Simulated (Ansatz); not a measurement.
**Zn23S24 (cell charge −1, with a compensating background) (cell with a defect): density, localisation and related maps**

```cif
data_structure
_symmetry_space_group_name_H-M 'P 1'
_symmetry_Int_Tables_number 1
_cell_length_a 9.9426
_cell_length_b 9.9426
_cell_length_c 9.9426
_cell_angle_alpha 84.081
_cell_angle_beta 84.081
_cell_angle_gamma 84.081
_cell_volume 968.18
loop_
_atom_site_label
_atom_site_type_symbol
_atom_site_fract_x
_atom_site_fract_y
_atom_site_fract_z
_atom_site_occupancy
Zn1 Zn 0.33340 0.50007 0.16674 1
Zn2 Zn 0.99544 0.66759 0.33918 1
Zn3 Zn 0.50585 0.16211 0.33426 1
Zn4 Zn 0.50093 0.67252 0.82878 1
Zn5 Zn 0.16723 0.33328 0.49978 1
Zn6 Zn 0.82931 0.00058 0.17319 1
Zn7 Zn 0.16661 0.83311 0.00056 1
Zn8 Zn 0.83392 0.50653 0.66264 1
Zn9 Zn 0.66645 0.33390 0.99995 1
Zn10 Zn 0.33986 0.99597 0.66725 1
Zn11 Zn 0.99906 0.16573 0.83239 1
Zn12 Zn 0.65991 0.50679 0.33448 1
Zn13 Zn 0.33413 0.16552 0.00030 1
Zn14 Zn 0.99886 0.33363 0.16747 1
Zn15 Zn 0.50115 0.82658 0.17346 1
Zn16 Zn 0.50058 0.33457 0.66565 1
Zn17 Zn 0.16791 0.99899 0.33391 1
Zn18 Zn 0.83232 0.66725 0.00124 1
Zn19 Zn 0.16696 0.50080 0.83219 1
Zn20 Zn 0.82902 0.16446 0.49671 1
Zn21 Zn 0.66337 0.99569 0.83113 1
Zn22 Zn 0.34013 0.66782 0.49324 1
Zn23 Zn 0.99779 0.83004 0.66236 1
S1 S 0.54522 0.71189 0.37855 1
S2 S 0.20792 0.37458 0.04125 1
S3 S 0.87376 0.54142 0.20937 1
S4 S 0.37604 0.04042 0.20809 1
S5 S 0.37476 0.54270 0.70709 1
S6 S 0.04189 0.20801 0.37555 1
S7 S 0.70788 0.87571 0.04282 1
S8 S 0.04135 0.70888 0.87522 1
S9 S 0.70904 0.37616 0.54121 1
S10 S 0.54222 0.20856 0.87468 1
S11 S 0.20949 0.87455 0.54237 1
S12 S 0.87514 0.04181 0.70847 1
S13 S 0.54102 0.37364 0.20819 1
S14 S 0.20854 0.04185 0.87468 1
S15 S 0.87518 0.20802 0.04187 1
S16 S 0.37486 0.70769 0.04031 1
S17 S 0.37553 0.20822 0.54161 1
S18 S 0.04155 0.87495 0.20887 1
S19 S 0.70828 0.54220 0.87488 1
S20 S 0.04135 0.37520 0.70852 1
S21 S 0.70827 0.03881 0.37817 1
S22 S 0.54484 0.87494 0.70547 1
S23 S 0.20698 0.54152 0.37435 1
S24 S 0.87214 0.71150 0.54160 1
```

Spin-polarised.

Level of theory: DFT PBE, scalar-relativistic, plane waves, PAW in Ansatz.

Core electrons are frozen (PAW), and the valence fields are smoothed inside the atomic spheres.

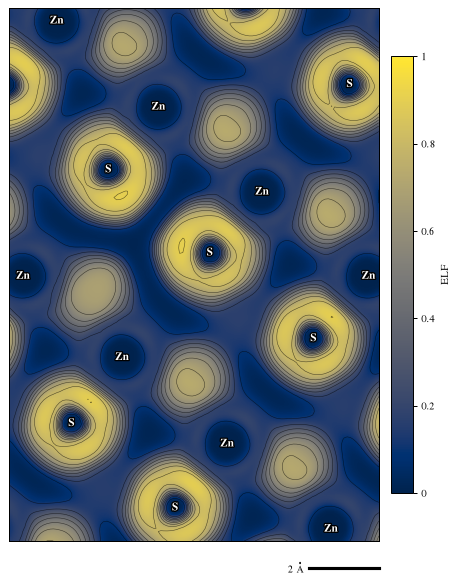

Figure 1. ELF on the (11̄0) plane of the calculation cell.

**Interpret the plot.**

The section cuts through Zn and S sites.
Zn–S (2.30 Å): the ELF peaks at about 0.90 in the valence shell of S, 0.8 Å from its nucleus, and is about 0.60 at the midpoint.
Zn–S (2.36 Å): the ELF peaks at about 0.90 in the valence shell of S, 0.8 Å from its nucleus, and is about 0.55 at the midpoint.
Zn–S (2.39 Å): the ELF peaks at about 0.90 in the valence shell of S, 0.8 Å from its nucleus, and is about 0.55 at the midpoint.
The ELF also peaks beside S, away from the bonds: lone-pair regions.

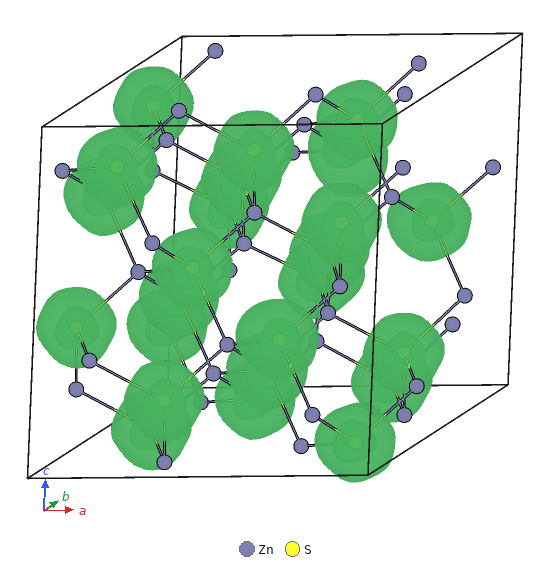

Figure 2. Isosurface of the electron localisation function at 0.75 (green), seen slightly off an axis. Core shells and regions of very low density are left out. Sticks mark near contacts.

**Where are the electrons localised?**

The surface consists of 24 regions wrapped around S (the valence shell of each), counted in one cell of 47 atoms. Any copies at cell faces, edges or corners count once.


Zn–S (2.29 Å): the ELF peaks at about 0.90 in the valence shell of S, 0.8 Å from its nucleus, and is about 0.60 at the midpoint. Zn–S (2.34 Å): the ELF peaks at about 0.90 in the valence shell of S, 0.8 Å from its nucleus, and is about 0.55 at the midpoint.

**Does the calculation make it a metal, or give it a gap?**

It is gapless in this calculation (a metal or semimetal).
